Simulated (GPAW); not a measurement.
# 1 ML Co on Ag(111), fcc site, 2 substrate layers: cost and accuracy of the functional, part 2 of 2

Two starts of 1 ML Co on Ag(111), fcc site, 2 substrate layers are run at each set of the functional. What moves?

GPAW 26.7.0; several functionals; plane waves with GPAW's PAW setups, scalar-relativistic.

So far, largest spin moment in the augmentation sphere (μB): step 2 (rung 1 (LDA), start ferro +) 1.89; step 3 (rung 1 (LDA), start antiferro q=(0,1/2,0) +-) 1.73; step 4 (rung 2 (revPBE), start ferro +) 1.95; step 5 (rung 2 (revPBE), start antiferro q=(0,1/2,0) +-) 1.88; step 6 (rung 3 (PBE), start ferro +) 1.94.

### 7. Set 3 (PBE), start antiferro q=(0,1/2,0) +-

Level of this step: PBE; plane waves with GPAW's PAW setups, scalar-relativistic (GPAW).

Contents of order2.py:

```python
import json
import numpy as np
from ase import Atoms
from ase.parallel import paropen, parprint
from gpaw import GPAW

atoms = Atoms(['Ag', 'Ag', 'Ag', 'Ag', 'Co', 'Co'],
    cell=[[2.888885, 0.0, 0.0],
         [-2.888884, 5.003696, 0.0],
         [0.0, 0.0, 18.474925]],
    scaled_positions=[[0.0, 0.0, 0.378892],
         [0.0, 0.5, 0.378892],
         [0.666667, 0.1666665, 0.506566],
         [0.666667, 0.6666665, 0.506566],
         [0.333333, 0.3333335, 0.621108],
         [0.333333, 0.8333335, 0.621108]],
    pbc=True,
    magmoms=[0.0, 0.0, 0.0, 0.0, 2.0, -2.0])
atoms.calc = GPAW(mode={'name': 'pw', 'ecut': 550},
    xc='PBE',
    kpts={'size': (12, 6, 1), 'gamma': True},
    occupations={'name': 'fermi-dirac', 'width': 0.05},
    convergence={'density': 1e-05, 'energy': 1e-05},
    maxiter=200,
    symmetry={'tolerance': 1e-4},
    txt='order2.txt')
e = atoms.get_potential_energy(force_consistent=True)
res = {'free_energy': e, 'energy_sigma0': atoms.get_potential_energy(), 'fermi_energy': atoms.calc.get_fermi_level()}
res['moments'] = atoms.get_magnetic_moments().tolist()
res['total'] = atoms.get_magnetic_moment()
parprint('site moments (muB):', np.round(res['moments'], 3))
parprint(f"total moment: {res['total']:.3f} muB")
parprint(f'free energy: {e:.6f} eV')
atoms.calc.write('order2.gpw')
with paropen('results.json', 'w') as f:
    json.dump(res, f)
```

Started as:

```bash
$ OMP_NUM_THREADS=1 mpirun -n 4 gpaw python order2.py > order2.log
```

Numbers of over 12 decimals in the logs are rounded to 6 here.

The log of the run:

```text
AssertionError: {'density': np.True_, 'energy': np.True_, 'eigenstates': True}

--- order2.txt ---
Input parameters:
  mode=PW(ecut=550),
  convergence={'density': 1e-05, 'energy': 1e-05},
  kpts=MonkhorstPack(size=(12, 6, 1), gamma=True),
  maxiter=200,
  occupations=Occupations(name='fermi-dirac', width=0.05),
  symmetry=Symmetry(tolerance=0.0001),
  xc=XC(name='PBE')

Diagonalizing LCAO Hamiltonian
Converting LCAO to pw mode

          Co
            Co

             Ag
               Ag

         Ag
           Ag

Atoms  # Å, Bohr magnetons
[...]
[... 30 iterations left out ...]
|iter:  41|     160s |  -23.425120c| -5.57 | -3.87 |  -0.0000|
|iter:  42|     164s |  -23.425350c| -4.87 | -4.06 |  -0.0000|
|iter:  43|     168s |  -23.425285c| -6.24 | -3.90 |  -0.0000|
|iter:  44|     172s |  -23.425335c| -5.65 | -4.50 |  +0.0000|
|iter:  45|     176s |  -23.425336c| -6.18 | -4.18 |  +0.0000|
|iter:  46|     180s |  -23.425332c| -7.34 | -4.52 |  +0.0000|
|iter:  47|     184s |  -23.425194c| -7.05 | -4.97 |  -0.0000|
|iter:  48|     186s |  -23.425254c| -7.50c| -4.79 |  -0.0000|
|iter:  49|     190s |  -23.425901c| -7.18 | -5.12c|  -0.0001|
|iter:  50|     194s |  -23.425333c| -7.02 | -3.91 |  -0.0000|
```

Run time: 3.6 min. Hardware: 4 MPI ranks of AMD EPYC 9R45, shared host; peak memory 1.8 GiB.

The run ended with an error.

The program's message: “AssertionError: {'density': np.True_, 'energy': np.True_, 'eigenstates': True}”

### 8. Set 4 (RPBE), start ferro +

Contents of order1.py:

```python
import json
import numpy as np
from ase import Atoms
from ase.parallel import paropen, parprint
from gpaw import GPAW

atoms = Atoms(['Ag', 'Ag', 'Co'],
    cell=[[2.888885, 0.0, 0.0],
         [-1.444442, 2.501848, 0.0],
         [0.0, 0.0, 18.474925]],
    scaled_positions=[[0.0, 0.0, 0.378892],
         [0.666667, 0.333333, 0.506566],
         [0.333333, 0.666667, 0.621108]],
    pbc=True,
    magmoms=[0.0, 0.0, 2.0])
atoms.calc = GPAW(mode={'name': 'pw', 'ecut': 550},
    xc='RPBE',
    kpts={'size': (12, 12, 1), 'gamma': True},
    occupations={'name': 'fermi-dirac', 'width': 0.05},
    convergence={'density': 1e-05, 'energy': 1e-05},
    maxiter=200,
    symmetry={'tolerance': 1e-4},
    txt='order1.txt')
e = atoms.get_potential_energy(force_consistent=True)
res = {'free_energy': e, 'energy_sigma0': atoms.get_potential_energy(), 'fermi_energy': atoms.calc.get_fermi_level()}
res['moments'] = atoms.get_magnetic_moments().tolist()
res['total'] = atoms.get_magnetic_moment()
parprint('site moments (muB):', np.round(res['moments'], 3))
parprint(f"total moment: {res['total']:.3f} muB")
parprint(f'free energy: {e:.6f} eV')
atoms.calc.write('order1.gpw')
with paropen('results.json', 'w') as f:
    json.dump(res, f)
```

Started as:

```bash
$ OMP_NUM_THREADS=1 mpirun -n 4 gpaw python order1.py > order1.log
```

The log of the run:

```text
site moments (muB): [ 0.003 -0.007  1.96 ]
total moment: 1.887 muB
free energy: -10.567316 eV

--- order1.txt ---
Input parameters:
  mode=PW(ecut=550),
  convergence={'density': 1e-05, 'energy': 1e-05},
  kpts=MonkhorstPack(size=(12, 12, 1), gamma=True),
  maxiter=200,
  occupations=Occupations(name='fermi-dirac', width=0.05),
  symmetry=Symmetry(tolerance=0.0001),
  xc=XC(name='RPBE')

Diagonalizing LCAO Hamiltonian
[...]
|         17 |        -3.122 |     1.000 |        -3.094 |     1.000 |
|         18 |        -2.273 |     1.000 |        -1.615 |     1.000 |
[...]
|         27 |         5.609 |     0.000 |         5.635 |     0.000 |
|         28 |         7.885 |     0.000 |         7.894 |     0.000 |
|         29 |         8.168 |     0.000 |         8.171 |     0.000 |
|         30 |        11.465 |     0.000 |        11.468 |     0.000 |

No gap
No difference between direct/indirect transitions

[key lines of the parts left out:]
Free energy:     -10.567316
Converged in 20 steps
dipole moment: (-3.886914, -8.130141, -0.036291)  # |e|*Ang
Fermi level: 0.067
```

Wall time 14 s (4 MPI ranks); peak memory 0.97 GiB.

This step gave:

| Item | Value |
| --- | --- |
| magnetization | 1.887 μB |
| final state | ferromagnetic |
| largest moment | 1.960 μB |

The largest moment moves by +0.02 μB from set 3, at 0.99 times its CPU time.

### 9. Set 4 (RPBE), start antiferro q=(0,1/2,0) +-

order2.py is the script of step 7 with these lines changed:

```diff
@@ -19,3 +19,3 @@
 atoms.calc = GPAW(mode={'name': 'pw', 'ecut': 550},
-    xc='PBE',
+    xc='RPBE',
     kpts={'size': (12, 6, 1), 'gamma': True},
```

Started as:

```bash
$ OMP_NUM_THREADS=1 mpirun -n 4 gpaw python order2.py > order2.log
```

The log of the run:

```text
site moments (muB): [ 0.004 -0.004  0.006 -0.006  1.885 -1.885]
total moment: -0.000 muB
free energy: -20.883497 eV

--- order2.txt ---
Input parameters:
  mode=PW(ecut=550),
  convergence={'density': 1e-05, 'energy': 1e-05},
  kpts=MonkhorstPack(size=(12, 6, 1), gamma=True),
  maxiter=200,
  occupations=Occupations(name='fermi-dirac', width=0.05),
  symmetry=Symmetry(tolerance=0.0001),
  xc=XC(name='RPBE')

[...]
|         38 |        -1.483 |     1.000 |        -1.483 |     1.000 |
[...]
|         48 |         2.064 |     0.000 |         2.064 |     0.000 |
|         49 |         4.075 |     0.000 |         4.075 |     0.000 |
|         50 |         4.453 |     0.000 |         4.453 |     0.000 |
|        ... |               |           |               |           |
|         55 |         7.851 |     0.000 |         7.851 |     0.000 |

No gap
No difference between direct/indirect transitions

[key lines of the parts left out:]
Free energy:     -20.883497
Converged in 51 steps
dipole moment: (-7.766463, -16.267326, -0.011987)  # |e|*Ang
Fermi level: 0.299
```

The job ended after 3.4 min (4 MPI ranks; peak memory 1.8 GiB; 14 min of CPU time).

This step gave:

| Quantity | Value |
| --- | --- |
| magnetization | 0 μB |
| final state | antiferromagnetic |
| largest moment | 1.885 μB |

This start lies +125.6 meV a seeded atom from the first, a change of -1.1 meV since set 2; its largest moment is 1.88 μB.

### 10. Set 5 (TPSS), start ferro +

order1.py is the script of step 8 with these lines changed:

```diff
@@ -16,3 +16,3 @@
 atoms.calc = GPAW(mode={'name': 'pw', 'ecut': 550},
-    xc='RPBE',
+    xc='TPSS',
     kpts={'size': (12, 12, 1), 'gamma': True},
@@ -21,2 +21,3 @@
     maxiter=200,
+    eigensolver='davidson',
     symmetry={'tolerance': 1e-4},
```

Started as:

```bash
$ OMP_NUM_THREADS=1 mpirun -n 4 gpaw python order1.py > order1.log
```

The log of the run:

```text
site moments (muB): [ 0.    -0.011  1.964]
total moment: 1.885 muB
free energy: -31.769531 eV

--- order1.txt ---
Input parameters:
  mode=PW(ecut=550),
  convergence={'density': 1e-05, 'energy': 1e-05},
  eigensolver=Davidson(niter=2),
  kpts=MonkhorstPack(size=(12, 12, 1), gamma=True),
  maxiter=200,
  occupations=Occupations(name='fermi-dirac', width=0.05),
  symmetry=Symmetry(tolerance=0.0001),
  xc=XC(name='TPSS')
[...]
|         17 |        -3.268 |     1.000 |        -3.238 |     1.000 |
|         18 |        -2.417 |     1.000 |        -1.863 |     1.000 |
[...]
|         27 |         5.655 |     0.000 |         5.672 |     0.000 |
|         28 |         7.948 |     0.000 |         7.952 |     0.000 |
|         29 |         8.155 |     0.000 |         8.149 |     0.000 |
|         30 |        11.480 |     0.000 |        11.480 |     0.000 |

No gap
No difference between direct/indirect transitions

[key lines of the parts left out:]
Free energy:     -31.769531
Converged in 30 steps
dipole moment: (-3.888472, -8.157188, -0.038944)  # |e|*Ang
Fermi level: -0.120
```

Elapsed: 41 s, on 4 MPI ranks; peak memory 1.2 GiB.

Numbers from this step:

| Item | Value |
| --- | --- |
| magnetization | 1.885 μB |
| final state | ferromagnetic |
| largest moment | 1.964 μB |

The largest moment is that of set 4, at 2.9 times its CPU time.

### 11. Set 5 (TPSS), start antiferro q=(0,1/2,0) +-

order2.py is the script of step 9 with these lines changed:

```diff
@@ -19,3 +19,3 @@
 atoms.calc = GPAW(mode={'name': 'pw', 'ecut': 550},
-    xc='RPBE',
+    xc='TPSS',
     kpts={'size': (12, 6, 1), 'gamma': True},
@@ -24,2 +24,3 @@
     maxiter=200,
+    eigensolver='davidson',
     symmetry={'tolerance': 1e-4},
```

Started as:

```bash
$ OMP_NUM_THREADS=1 mpirun -n 4 gpaw python order2.py > order2.log
```

The log of the run:

```text
AssertionError: {'density': np.True_, 'energy': np.True_, 'eigenstates': True}

--- order2.txt ---
Input parameters:
  mode=PW(ecut=550),
  convergence={'density': 1e-05, 'energy': 1e-05},
  eigensolver=Davidson(niter=2),
  kpts=MonkhorstPack(size=(12, 6, 1), gamma=True),
  maxiter=200,
  occupations=Occupations(name='fermi-dirac', width=0.05),
  symmetry=Symmetry(tolerance=0.0001),
  xc=XC(name='TPSS')

Diagonalizing LCAO Hamiltonian
Converting LCAO to pw mode

          Co
            Co

             Ag
               Ag

         Ag
           Ag

Atoms  # Å, Bohr magnetons
[...]
[... 103 iterations left out ...]
|iter: 114|     871s |  -63.365575 | -7.56c| -4.72 |  -0.0005|
|iter: 115|     879s |  -63.363096 | -7.91c| -4.89 |  -0.0005|
|iter: 116|     886s |  -63.367882 | -7.84c| -4.53 |  -0.0005|
|iter: 117|     894s |  -63.381554 | -6.85 | -4.23 |  -0.0002|
|iter: 118|     902s |  -63.368265 | -6.70 | -3.82 |  -0.0006|
|iter: 119|     909s |  -63.366111 | -7.69c| -4.10 |  -0.0005|
|iter: 120|     917s |  -63.364578 | -7.94c| -4.94 |  -0.0004|
|iter: 121|     925s |  -63.360915 | -7.08 | -4.99 |  -0.0005|
|iter: 122|     932s |  -63.368787 | -7.74c| -4.63 |  -0.0006|
|iter: 123|     940s |  -63.369349 | -8.78c| -4.98 |  -0.0005|
```

It took 16 min on 4 MPI ranks; peak memory 2.4 GiB.

The run ended with an error.

The program's message: “AssertionError: {'density': np.True_, 'energy': np.True_, 'eigenstates': True}”

### 12. Side by side

List, by row:

| set | functional | state from the first start | state from the second start | second less first (meV a seeded atom) | moment, first (μB) | moment, second (μB) | CPU time (s) |
| --- | --- | --- | --- | --- | --- | --- | --- |
| 1 | LDA | ferromagnetic | antiferromagnetic | 142.9 | 1.891 | 1.734 | 367.1 |
| 2 | revPBE | ferromagnetic | antiferromagnetic | 126.7 | 1.954 | 1.877 | 857.7 |
| 4 | RPBE | ferromagnetic | antiferromagnetic | 125.6 | 1.96 | 1.885 | 875.8 |

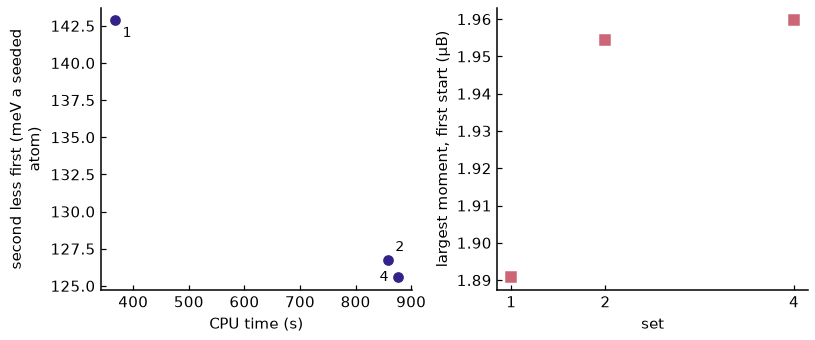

Result against cost, sets numbered as in the table, and the moment by set.

### 13. Summary of results

| Item | Value |
| --- | --- |
| range of the moment in the table, first start | 1.89 to 1.96 μB |
| range of CPU time | 6.1 min to 15 min |
| range of the energy difference | 126 to 143 meV a seeded atom |

What this shows: For the first start the functionals give moments from 1.89 to 1.96 μB and energy differences from 126 to 143 meV a seeded atom; all use the same cell, so differences in their own lattice constants don't enter. The first start ends lower on every set of the table. The other start's moment moves more, from 1.7 to 1.88 μB. Sets 3 and 5 gave no pair of finished runs and are missing from the table.

[Logs and program files are shortened in this print: banners, set-up blocks, solver, clock and traceback lines can be left out without a mark of their own.]

[Logs are printed without paths, hosts, clocks, repeated set-up lines and the standing remarks that a program may print on its own settings, such as how far it seeks lower states.]

[Hosts, paths, dates, database ids (printed as entryN), source tags and the programs' standing remarks are cut or masked in the printed files.]

[Where a cell is said to come from a database of computed structures, the database is the Materials Project.]
